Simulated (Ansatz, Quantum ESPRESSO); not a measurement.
# Evanescent states of LiH, rock salt type, lattice constant set to 3.802 Å, part 3 of 3

Wanted: the complex band structure of LiH, rock salt type, lattice constant set to 3.802 Å, as for a tunnel barrier.

Quantum ESPRESSO 7.5; plane-wave DFT, PBEsol, GBRV ultrasoft pseudopotentials; cross-check by Ansatz 0.2.0 with PAW datasets.

So far. Step 2 (Ground state): The run needed 10 iterations to bring the estimated error under 1e-09 Ry.

## 5. Complex band structure, with nenergy = 0

Level of this step: complex band structure by pwcond; plane-wave DFT, PBEsol, GBRV ultrasoft pseudopotentials (Quantum ESPRESSO).

One more run, with a changed input.

cbs.bad.in

```
&inputcond
  outdir = './out'
  prefixl = 'scf'
  band_file = 'cbs.bad'
  ikind = 0
  ewind = 4.0
  epsproj = 1e-05
  nz1 = 7
  energy0 = 6.9
  denergy = -0.23
/
4
  0.00000000 0.00000000 1.00000000
  0.50000000 0.00000000 1.00000000
  0.50000000 0.50000000 1.00000000
  0.25000000 0.00000000 1.00000000
0
```

On the command line:

```bash
> OMP_NUM_THREADS=1 mpirun -n 2 pwcond.x -in cbs.bad.in > cbs.bad.out
```

Numbers of over 12 decimals in the logs are rounded to 6 here.

Log:

```text
[banner, memory and clock lines left out]
Program PWCOND v.7.5 starts
[citation notice left out]

[...]
./out/scf.save/

     IMPORTANT: XC functional enforced from input :
     Exchange-correlation= PBESOL
                           (   1   4  10   8   0   0   0)
     Any further DFT definition will be discarded
     Please, verify this is what you really want

     Reading collected, re-writing distributed wavefunctions

===== INPUT FILE containing the left lead =====

     GEOMETRY:

     lattice parameter (alat)  =       5.0804  a.u.
     the volume                =     185.4398 (a.u.)^3
     the cross section         =      25.8102 (a.u.)^2
     l of the unit cell        =       1.4142 (alat)
     number of atoms/cell      =            4
     number of atomic types    =            2

     crystal axes: (cart. coord. in units of alat)
               a(1) = (  1.0000  0.0000  0.0000 )
               a(2) = (  0.0000  1.0000  0.0000 )
               a(3) = (  0.0000  0.0000  1.4142 )

   Cartesian axes

     site n.     atom                  positions (alat units)
          1        Li     tau(  1)=(  0.0000  0.0000  1.4142  )
          2        H      tau(  2)=(  0.5000  0.5000  1.4142  )
          3        Li     tau(  3)=(  0.5000  0.5000  0.7071  )
          4        H      tau(  4)=(  0.0000  0.0000  0.7071  )

     nr1s                      =           24
     nr2s                      =           24
     nr3s                      =           30
     nr1sx                     =           24
     nr2sx                     =           24
     nr3sx                     =           30
     nr1                       =           24
     nr2                       =           24
     nr3                       =           36
     nr1x                      =           24
     nr2x                      =           24
     nr3x                      =           36

 _______________________________
  Radii of nonlocal spheres:

     type       ibeta     ang. mom.          radius (alat units)
       Li         1         0                    0.3969
       Li         2         0                    0.3969
       Li         3         0                    0.3969
       Li         4         1                    0.3969
       Li         5         1                    0.3969
       H          1         0                    0.2367
       H          2         0                    0.2367
----- General information -----

----- Complex band structure calculation -----

     nrx                       =           24
     nry                       =           24
     nz1                       =            7

     energy0               =         6.9E+00
     denergy               =        -2.3E-01
     nenergy               =          0
     ecut2d                =         4.0E+01
     ewind                 =         4.0E+00
     epsproj               =         1.0E-05

     number of k_|| points=    4
                       cryst. coord.
        k(    1) = (   0.0000000   0.0000000), wk =   0.2500000
        k(    2) = (   0.5000000   0.0000000), wk =   0.2500000
        k(    3) = (   0.5000000   0.5000000), wk =   0.2500000
        k(    4) = (   0.2500000   0.0000000), wk =   0.2500000
----- Information about left lead -----

     nocros                   =           11
     noins                    =           11
     norb                     =           33
     norbf                    =           33
     nrz                      =           30

      iorb      type   ibeta   ang. mom.   m       position (alat)
        1        1       1        0        1   taunew(   1)=(  0.0000  0.0000  0.0000)
        2        1       2        0        1   taunew(   2)=(  0.0000  0.0000  0.0000)
[...]
33        2       2        0        1   taunew(  33)=(  0.5000  0.5000  1.4142)
    k slab    z(k)  z(k+1)     crossing(iorb=1,norb)
    1   0.0000 0.0471 0.0471   111111111110000000000000000000000
    2   0.0471 0.0943 0.0471   111111111110000000000000000000000
[...]
30   1.3671 1.4142 0.0471   000000000000000000000011111111111
 ngper, shell number =           89          15
 ngper, n2d =           89          40
 ngper, shell number =           82          20
 ngper, n2d =           82          40
 ngper, shell number =           80          11
 ngper, n2d =           80          44
 ngper, shell number =           80          35
 ngper, n2d =           80          40

[...]
```

It took 0.96 s on 2 MPI ranks of Arm Neoverse N1, shared host; peak memory 0.08 GiB; 1.8 s of CPU time.

The run finished, but its numbers are not taken as the system's. The fault: no energies.

## 6. Cross-check with Ansatz

A second code with its own PAW datasets, on the same atoms.

Level of this step: plane-wave DFT, PBEsol, Ansatz PAW (Ansatz 0.2.0).

input.yaml

```yaml
crystal:
  lattice:
    - [2.6884199821, 0.0, 0.0]
    - [0.0, 2.6884199821, 0.0]
    - [0.0, 0.0, 3.802]
  atoms:
    - { symbol: Li, position: [0.0, 0.0, 0.0] }
    - { symbol: H, position: [0.5, 0.5, 0.0] }
    - { symbol: Li, position: [0.5, 0.5, 0.5] }
    - { symbol: H, position: [0.0, 0.0, 0.5] }
kpoints:
  mp_grid: { grid: [8, 8, 6] }
hamiltonian:
  xc: pbesol
scf:
  occupations: { method: fixed }
  convergence: { dr2_threshold: 1.0e-09 }
output:
  transmission:
    leads: [[0, 0]]
    kpoints: [[0, 0], [0.5, 0], [0.5, 0.5], [0.25, 0]]
    e_range: [-2.07, 6.9]
    de: 0.23
```

On the command line:

```bash
> ansatz run input.yaml --threads 2 --pin off --max-ram 4096MiB --backend cpu --events-out ev --progress --plain --runs-dir out
```

Log:

```text
Engine: ansatz 0.2.0, aarch64-unknown-linux-gnu
Pseudopotentials: kind: paw
Pseudopotential: Li, paw, valence charge 3, recommended cutoff 420 eV (normal), Li.paw.azcp
Pseudopotential: H, paw, valence charge 1, recommended cutoff 420 eV (normal), H.paw.azcp
Functional definition: PBEsol
  exchange = pbesol_x
  correlation = pbesol_c
Crystal: 4 atoms, lattice volume = 27.479 Å³
Basis set: ecut = 420 eV, 537 PW (Γ)
Bands: 8, of which v1, the nominal top of the filled ones, is band 4 counted from 1 (3 counted from 0)
Symmetry: 32 space group operations
Space group: Fm-3m (ITA 225), of the structure as read, at distance tolerance 3.0e-5 Å
k-points: 60 of 384
Non-local potential: Li, projectors of the file, l = 0: 3, l = 1: 2, l = 2: 1
Non-local potential: H, projectors of the file, l = 0: 2, l = 1: 1
PAW form: soft (Blöchl's): semilocal exchange-correlation on the pseudo side does not see the compensation charge
PAW one-centre angular grid: Li, 110 points (default); XC on 64 Gauss nodes
PAW one-centre angular grid: H, 110 points (default); XC on 64 Gauss nodes
Initial density: superposition of atomic densities (neutral atoms: chi_scale 0, normalization atom), corrected by the library's trained network
Initial wavefunctions: pseudopotential atomic-orbital guess
Functional: x = pbesol(κ = 0.804, μ = 0.123457), c = pbesol(β = 0.046)
SCF iter   1: F=—  HF=-438.938034 eV  |F-HF|=—  |Δ(HF+E_count)|=         —  Δρ=8.74e-3  dr2=1.32e-2  ethr=1.77e-3  ⟨swp⟩=3.3  Hψ=2681  notcnv=0  defer=109
preconditioner: auto → none  [insulator: Δε(μ)=2.500 eV  Ē_g=11.433 eV  n_scr=2 (ndim 8)  ℏωp=14.2 eV  f_vac=0.000  ε∞_Penn≈2.5]
SCF iter   2: F=—  HF=-438.933059 eV  |F-HF|=—  |Δ(HF+E_count)|=   4.98e-3  Δρ=3.14e-3  dr2=1.61e-3  ethr=1.65e-4  ⟨swp⟩=1.1  Hψ=965  notcnv=0  defer=106
SCF iter   3: F=—  HF=-438.932334 eV  |F-HF|=—  |Δ(HF+E_count)|=   7.25e-4  Δρ=9.07e-5  dr2=8.21e-7  ethr=2.01e-5  ⟨swp⟩=2.7  Hψ=775  notcnv=0  defer=85
SCF iter   4: F=—  HF=-438.932333 eV  |F-HF|=—  |Δ(HF+E_count)|=   6.92e-7  Δρ=1.42e-5  dr2=1.89e-8  ethr=1.03e-8  ⟨swp⟩=2.1  Hψ=719  notcnv=0
iter 5 did not close the SCF: its close was put off for the readings that it lacked (scf_convergence_deferred on its scf_iter line)
SCF iter   5: F=-438.932333 eV  HF=-438.932333 eV  |F-HF|=3.04e-10  |Δ(HF+E_count)|=   3.63e-8  Δρ=1.50e-6  dr2=3.44e-10  ethr=2.37e-10  ⟨swp⟩=2.1  Hψ=595  notcnv=0
SCF iter   6: F=-438.932333 eV  HF=-438.932333 eV  |F-HF|=5.68e-14  |Δ(HF+E_count)|=  3.46e-10  Δρ=3.41e-8  dr2=7.50e-14  ethr=4.29e-12  ⟨swp⟩=2.1  Hψ=2118  notcnv=0
SCF 1 converged in 6 iterations: F = -438.932333 eV  dr2 = 7.50e-14
  greatest PAW one-centre occupation: 1.000 electrons in one spin orbital (limit 2), on the Li atom at site 2 (counted from 0), in its partial waves of l = 0
transmission: 5 of 20 steps passed
transmission: 10 of 20 steps passed
transmission: 15 of 20 steps passed
transmission: 20 of 20 steps passed
SCF converged after 6 iterations
Free energy (F): -438.932333 eV
Harris-Foulkes:  -438.932333 eV  (|F-HF|=5.68e-14)
Internal energy: -438.932333 eV  (E = F + TS)
E sigma→0 (E₀):  -438.932333 eV
Fermi energy:    1.725265 eV
--- Per-component energies (eV) ---
  E_band       = -171.621724
  E_kinetic    = 74.024125
  E_local      = -236.116685  (includes V_loc(G=0)·N_el)
  E_nonlocal   = -63.117471
  E_hartree    = 65.608333
  E_xc         = -40.671745
  E_vxc        = -52.939010  (∫ρ·V_xc dr)
  E_paw        = -40.246337  (= ΣΔE_a)
  E_vpaw       = -24.686712  (= ΣTr[D̂ρ^β])
  E_aug_tail   = -0.002639  (compensation charges beyond the density's cutoff)
  E_ewald      = -198.409913
  E_smearing   = -0.000000  (= −TS)
  E_closure    = 0.000000  (closes the sum)
  Σ components = -438.932333   (vs F -438.932333, Δ=0.00e0)
--- Band table (eV; the first three rows and the last of 60) ---
  k-point 0: bands = ["-41.9127", "-41.7971", "-4.4386", "1.7252", "4.3102", "13.1279", "13.1279", "16.3921"]
  k-point 1: bands = ["-41.9047", "-41.8046", "-4.2664", "0.2985", "6.2553", "13.4061", "13.4061", "16.6795"]
  k-point 2: bands = ["-41.8832", "-41.8254", "-3.7361", "-1.4604", "9.5123", "14.2374", "14.2374", "16.4423"]
  k-point 59: bands = ["-41.7963", "-41.7963", "1.3904", "1.3904", "6.8598", "6.8598", "6.8598", "6.8598"]
--- Transmission ---
  basis      : 69 plane waves across, 5 finite elements along
  points     : 4, as listed
  energies   : 40 from -2.070000 to 6.900000 eV about the Fermi level, 0.230000 eV apart; the leads are filled to 1.292352 eV, and channels, transmission and decay are at 1.380000 eV
  crystal 0  : Li2H2, at the sites [0, 0], period 3.8020 Å: whole cells are its period
    offset         : up to 0.0000 Å between an atom of the period and one for which it stands
    channels       : 0.000000e0 a spin
    conductance    : none, the energies end too early or step too widely for 300 K: set another output.transmission.e_range or a lower de, or, where they end at an eighth of basis.ecutwfc, a higher one
    slowest decay  : 0.1316 /Å at (0.0000, 0.0000)
```

Elapsed: 4.1 s, on 2 threads; peak memory 0.27 GiB; 7.5 s of CPU time.

Numbers from this step:

* free energy: -438.9323 eV
* gap by band count: 2.585 eV
* symmetry operations: 32
* slowest decay at the grid energy nearest mid-gap: 0.1316 Å⁻¹
* peak of the smallest κ at the zone centre: 0.1322 Å⁻¹
* peak of the smallest κ at (1/2, 1/2): 0.6189 Å⁻¹
* peak of the smallest κ at (1/4, 0): 0.2757 Å⁻¹
* valence top, on the run's zero: 1.725 eV

K across = (0, 0) in the cell's reciprocal vectors; values within 0.0025 1/Å of each other count once, columns are sorted by size at each energy, a dash where no further value was kept. Im kz of the slowest decaying states against energy, zero at the highest filled level of the SCF mesh:

| energy (eV) | decay 1 (Å⁻¹) | decay 2 (Å⁻¹) |
| --- | --- | --- |
| -2.07 | - | - |
| -1.38 | - | - |
| -0.69 | - | - |
| 0.00 | 0.00731 | - |
| 0.69 | 0.120 | - |
| 1.38 | 0.132 | - |
| 2.07 | 0.103 | - |
| 2.76 | - | - |
| 3.45 | 1.46 | - |
| 4.14 | 1.40 | - |
| 4.83 | 1.33 | - |
| 5.52 | 1.26 | - |
| 6.21 | 1.18 | 1.49 |
| 6.90 | 1.10 | 1.43 |

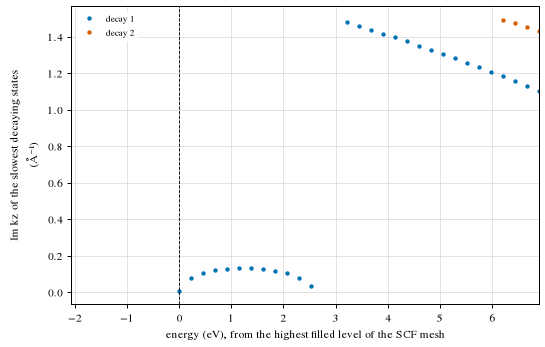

Im kz of the slowest decaying states against energy.

K across = (0, 0) in the cell's reciprocal vectors. The Re kz of states that move upwards, channel 1 by energy, zero at the highest filled level of the SCF mesh:

| energy (eV) | Re kz of states that move upwards, channel 1 (Å⁻¹) |
| --- | --- |
| -2.07 | -0.370 |
| -1.38 | -0.268 |
| -0.69 | -0.167 |
| 0.00 | - |
| 0.69 | - |
| 1.38 | - |
| 2.07 | - |
| 2.76 | 0.0679 |
| 3.45 | 0.165 |
| 4.14 | 0.238 |
| 4.83 | 0.303 |
| 5.52 | 0.365 |
| 6.21 | 0.424 |
| 6.90 | 0.480 |

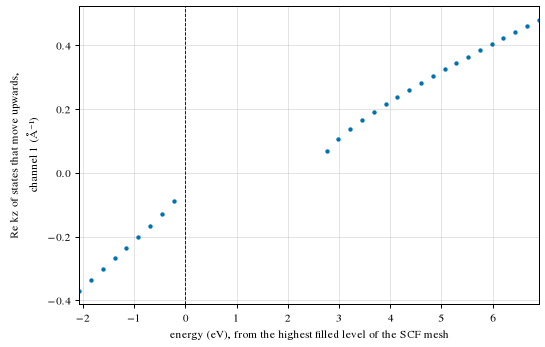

Re kz of states that move upwards, channel 1, plotted against energy.

K across = (1/2, 0) in the cell's reciprocal vectors; values within 0.0025 1/Å of each other count once, columns are sorted by size at each energy, a dash where no further value was kept. Table of Im kz of the slowest decaying states by energy, zero at the highest filled level of the SCF mesh:

| energy (eV) | decay 1 (Å⁻¹) | decay 2 (Å⁻¹) |
| --- | --- | --- |
| -2.07 | 1.23 | - |
| -1.61 | 1.25 | - |
| -0.92 | 1.25 | - |
| -0.46 | 1.24 | - |
| 0.00 | 1.10 | 1.35 |
| 0.46 | 1.03 | 1.38 |
| 1.15 | 0.935 | 1.41 |
| 1.61 | 0.874 | 1.42 |
| 2.07 | 0.810 | 1.43 |
| 2.76 | 0.709 | 1.43 |
| 3.22 | 0.633 | 1.42 |
| 3.68 | 0.549 | 1.42 |
| 4.37 | 0.390 | 1.41 |
| 4.83 | 0.231 | 1.40 |
| 5.29 | 1.38 | - |
| 5.75 | 1.37 | - |
| 6.44 | 1.34 | - |
| 6.90 | 1.33 | - |

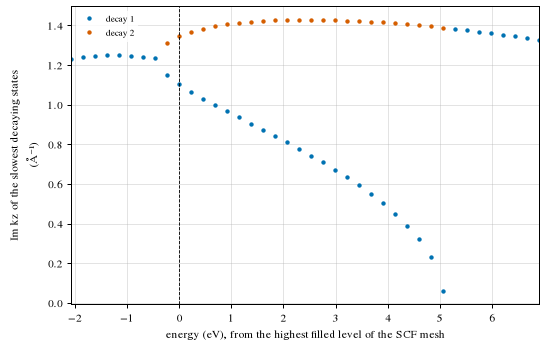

Im kz of the slowest decaying states, plotted against energy.

K across = (1/2, 1/2) in the cell's reciprocal vectors; values within 0.0025 1/Å of each other count once, columns are sorted by size at each energy, a dash where no further value was kept. Im kz of the slowest decaying states against energy, zero at the highest filled level of the SCF mesh:

| energy (eV) | decay 1 (Å⁻¹) | decay 2 (Å⁻¹) |
| --- | --- | --- |
| -2.07 | 0.911 | 1.11 |
| -1.38 | 0.760 | 1.03 |
| -0.69 | 0.499 | 0.933 |
| 0.00 | 0.0303 | 0.829 |
| 0.69 | 0.568 | 0.710 |
| 1.38 | 0.566 | 0.688 |
| 2.07 | 0.370 | 0.747 |
| 2.76 | 0.779 | - |
| 3.45 | 0.794 | - |
| 4.14 | 0.797 | - |
| 4.83 | 0.791 | - |
| 5.52 | 0.776 | - |
| 6.21 | 0.755 | - |
| 6.90 | 0.727 | - |

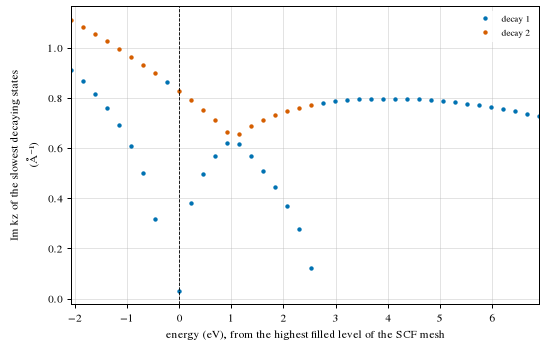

Im kz of the slowest decaying states, plotted against energy.

K across = (1/4, 0) in the cell's reciprocal vectors; values within 0.0025 1/Å of each other count once, columns are sorted by size at each energy, a dash where no further value was kept. Table of Im kz of the slowest decaying states by energy, zero at the highest filled level of the SCF mesh:

| energy (eV) | decay 1 (Å⁻¹) | decay 2 (Å⁻¹) | decay 3 (Å⁻¹) |
| --- | --- | --- | --- |
| -2.07 | - | - | - |
| -0.92 | 1.48 | - | - |
| 0.00 | 0.206 | 1.39 | - |
| 0.92 | 0.267 | 1.29 | - |
| 2.07 | 0.268 | 1.16 | - |
| 2.99 | 0.215 | 1.03 | - |
| 3.91 | 0.901 | - | - |
| 5.06 | 0.712 | 1.43 | - |
| 5.98 | 0.548 | 1.34 | - |

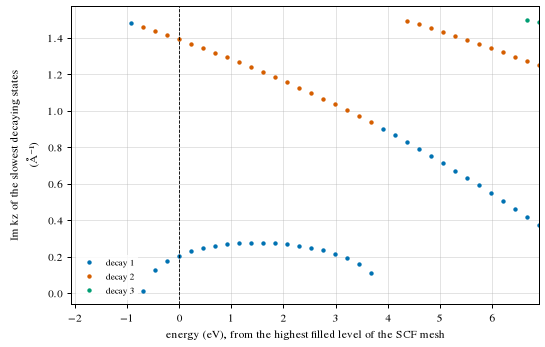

Im kz of the slowest decaying states against energy.

## 7. The arithmetic

T falls as exp(−2κd). With κ = 0.132 1/Å, 10 Å of barrier pass exp(−2 × 0.132 × 10) = 0.071 of that channel, interfaces aside.

## 8. Results

| Quantity | Value |
| --- | --- |
| gap on the SCF mesh | 2.59 eV |
| smallest κ at mid-gap among the four k points, at the zone centre | 0.132 Å⁻¹ |
| peak of the smallest κ in the stop band at the zone centre | 0.132 Å⁻¹ |
| peak of the smallest κ in the stop band at (1/2, 1/2) | 0.619 Å⁻¹ |
| peak of the smallest κ in the stop band at (1/4, 0) | 0.276 Å⁻¹ |
| energy of the peak at the zone centre, over the highest filled level | 1.15 eV |
| peak at the zone centre by Ansatz | 0.132 Å⁻¹ |

**Reading.** With a gap of 2.59 eV on the mesh, the smallest κ at mid-gap among the four k points, at the zone centre is 0.132 Å⁻¹ (PBEsol, GBRV ultrasoft). For a barrier with the Fermi level at mid-gap the slowest state found, at the zone centre, loses a factor of ten in probability every 8.7 Å or so. Stop bands away from the zone centre are mostly wider than the gap, so their peaks can lie above the conduction bottom. At the zone centre pwcond's peak is 0.132 and Ansatz's 0.132 1/Å, 0 % apart. The cell is the a/√2 one, turned by 45°, with two primitive cells, so X along [001] folds onto kz = 0. A semilocal gap is too small, often by a third to a half and by more in narrow-gap crystals, so real barriers decay faster.

[Logs are printed without paths, hosts, clocks, repeated set-up lines and the standing remarks that a program may print on its own settings, such as how far it seeks lower states.]

[Hosts, paths, dates, database ids (printed as entryN), source tags and the programs' standing remarks are cut or masked in the printed files.]

[Maps of the electrostatic potential energy from Ansatz leave out the sawtooth potential of an applied field or a dipole correction, so their vacuum need not be flat; planar profiles and work functions include it.]
